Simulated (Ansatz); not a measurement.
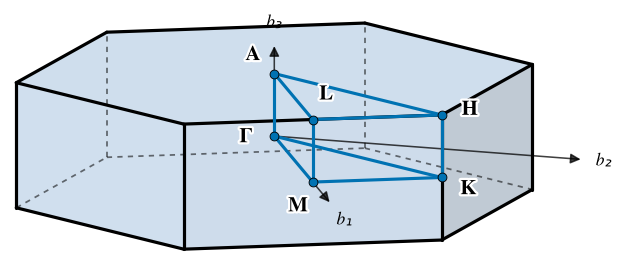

The first Brillouin zone and its special points. Crystal: Rh, the end point of a relaxation with DFT PBE, scalar-relativistic, plane waves, PAW in Ansatz 0.2.0; the starting structure was generated, so it need not be a known form of this composition. Geometry calculated from the standardised cell; symmetry tolerance 0.002 Å.

Space group No. 194, P6₃/mmc; a = 3.974 Å, b = 3.974 Å, c = 12.211 Å, α = 90.00°, β = 90.00°, γ = 120.00°.

Labels and path follow the convention of Hinuma et al. (2017), as computed by seekpath; the arrows show the directions of the reciprocal primitive vectors b₁, b₂, b₃, in which coordinates are given; lengths include the factor 2π.

List the special points with their coordinates and distances from Γ.

| point | k₁ | k₂ | k₃ | length of k (1/Å) |
| --- | --- | --- | --- | --- |
| Γ | 0 | 0 | 0 | 0.000 |
| A | 0 | 0 | 1/2 | 0.257 |
| K | 1/3 | 1/3 | 0 | 1.054 |
| H | 1/3 | 1/3 | 1/2 | 1.085 |
| M | 1/2 | 0 | 0 | 0.913 |
| L | 1/2 | 0 | 1/2 | 0.948 |

What is the zone's volume?

(2π)³ over the primitive cell's volume of 167.03 Å³: 1.49 Å⁻³.
